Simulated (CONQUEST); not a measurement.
# A series of single points on MoSe₂

System: MoSe₂ (P6₃/mmc, 12 atoms in the cell).
Method: Kohn-Sham DFT of a periodic cell, PBEsol, PseudoDojo NC PBEsol, no spin polarisation (CONQUEST 1.3).

The 7 runs differ only in the geometry, by an even scaling of the cell at fixed fractional positions. The structure derives from an entry of the Crystallography Open Database.

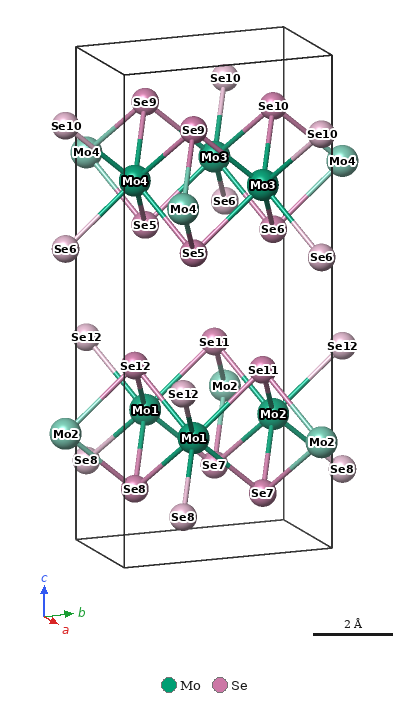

Figure 1. The structure of run 4 (ball-and-stick view of the cell of the calculation, seen slightly off an axis; neighbours outside the cell are drawn fainter; atoms are numbered from 1 in the order of the input).

## Input of run 4
```
IO.Title MoSe2
IO.Coordinates coords.dat
IO.FractionalAtomicCoords T
IO.Iprint 2
IO.Iprint_init 1
General.NumberOfSpecies 2
General.PseudopotentialType hamann
AtomMove.TypeOfRun static
AtomMove.FullStress T
Grid.PointsAlongX 32
Grid.PointsAlongY 60
Grid.PointsAlongZ 128
DM.SolutionMethod diagon
Diag.MPMesh T
Diag.GammaCentred T
Diag.MPMeshX 5
Diag.MPMeshY 3
Diag.MPMeshZ 2
Diag.kT 0.00183747
minE.SCTolerance 1e-6
SC.MaxIters 100
IO.AtomChargeOutput T
SC.KerkerPreCondition T
SC.KerkerFactor 0.3
SC.LinearMixingFactor 0.3
%block ChemicalSpeciesLabel
1 95.940 Mo
2 78.960 Se
%endblock
```

Command:
```bash
Conquest
```

Lattice vectors (Å) and fractional positions of run 4:
```
   3.288000    0.000000    0.000000
   0.000000    5.694983    0.000000
   0.000000    0.000000   12.900000
Mo  0.000000  0.333333  0.250000
Mo  0.500000  0.833333  0.250000
Mo  0.000000  0.666667  0.750000
Mo  0.500000  0.166667  0.750000
Se  0.000000  0.333333  0.625000
Se  0.500000  0.833333  0.625000
Se  0.000000  0.666667  0.125000
Se  0.500000  0.166667  0.125000
Se  0.000000  0.333333  0.875000
Se  0.500000  0.833333  0.875000
Se  0.000000  0.666667  0.375000
Se  0.500000  0.166667  0.375000
```

Run 2 has the same physical settings and fractional positions; its lattice vectors (Å) are:
```
   3.243562    0.000000    0.000000
   0.000000    5.618014    0.000000
   0.000000    0.000000   12.725654
```

## Results, with one run withheld

```csv
run,volume per atom (Å³),"free energy per atom, from the lowest run given (meV)",pressure (GPa),gap on the mesh (eV)
1,18.922,104.91,17.65,0.82
2,19.324,?,?,?
3,19.727,37.05,9.76,0.86
4,20.129,16.85,6.35,0.87
5,20.532,4.80,3.22,0.89
6,20.935,0.00,0.63,0.90
7,21.337,1.35,−1.71,0.91
```

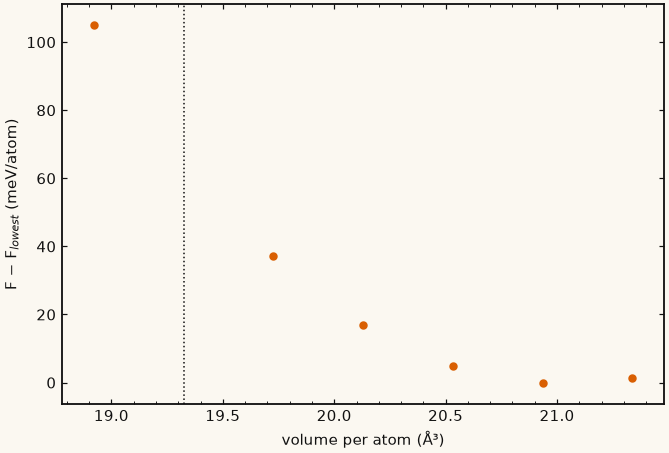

Figure 2. Free energy per atom of the runs given; the dotted line marks run 2.

Estimate the energy of run 2 from the others.

A cubic polynomial in V^(−2/3) (the Birch–Murnaghan form), fitted to the 6 runs given, misses them by at most 0.10 meV per atom. With x = V^(−2/3) − 0.13466 Å⁻², it reads F = 12.949 + 7745.3 x + 1.1428e+06 x² + 3.0797e+06 x³ (meV per atom). At run 2 it gives 66.01 meV per atom, and the run itself gives 65.99. The slope of the fit gives a pressure −dF/dV of 13.45 GPa there, and the run prints 13.32 GPa. The two needn't agree exactly: the fit is approximate, and the printed stress is taken on a finite basis. The fit has its minimum at 21.037 Å³ per atom, where V d²F/dV² gives 130 GPa. Cell shape and fractional positions are held, so this is the stiffness under even scaling; the relaxed bulk modulus wasn't computed and can be far lower in a crystal of layers, chains or molecules like this one. The gap on the mesh goes, without turning, from 0.82 eV in run 1 to 0.91 eV in run 7; run 2 has 0.84 eV. These are gaps of this functional on this mesh, which can miss the band edges; they aren't the measured gap.

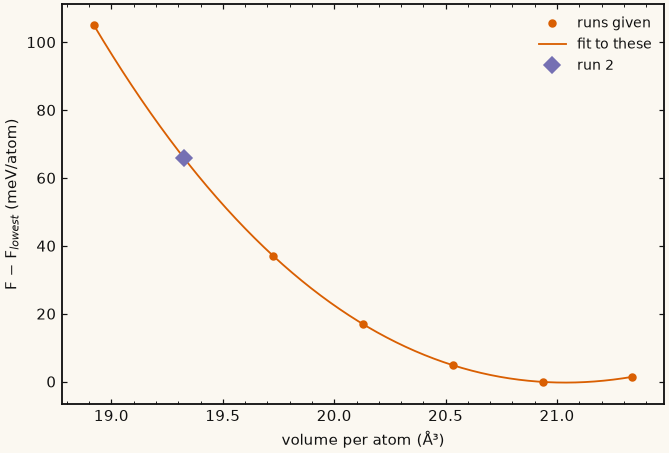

Figure 3. The fit and the withheld run.

## Some lines of the output (run 2)
```
[...]
          DFT Total Energy                 :     -1250.085965498610221 Ha
          Free Energy (E-TS)               :     -1250.085984237623734 Ha
          DFT Total Energy                 :     -1250.085975019890839 Ha
          Free Energy (E-TS)               :     -1250.085983579155481 Ha
          DFT Total Energy                 :     -1250.085981981285158 Ha
          Free Energy (E-TS)               :     -1250.085983559482656 Ha
          DFT Total Energy                 :     -1250.085982216594857 Ha
          Free Energy (E-TS)               :     -1250.085983470945848 Ha
          DFT Total Energy                 :     -1250.085982649442030 Ha
          Free Energy (E-TS)               :     -1250.085983460644911 Ha
          DFT Total Energy                 :     -1250.085982652045914 Ha
      | Free Energy as E-TS      =     -1250.085983460644911 Ha
      |* DFT total energy        =     -1250.085982652045914 Ha
    force: Average pressure:     13.31738931 GPa
```

Notes: With a small basis of atomic orbitals these values can differ much from converged plane-wave results.
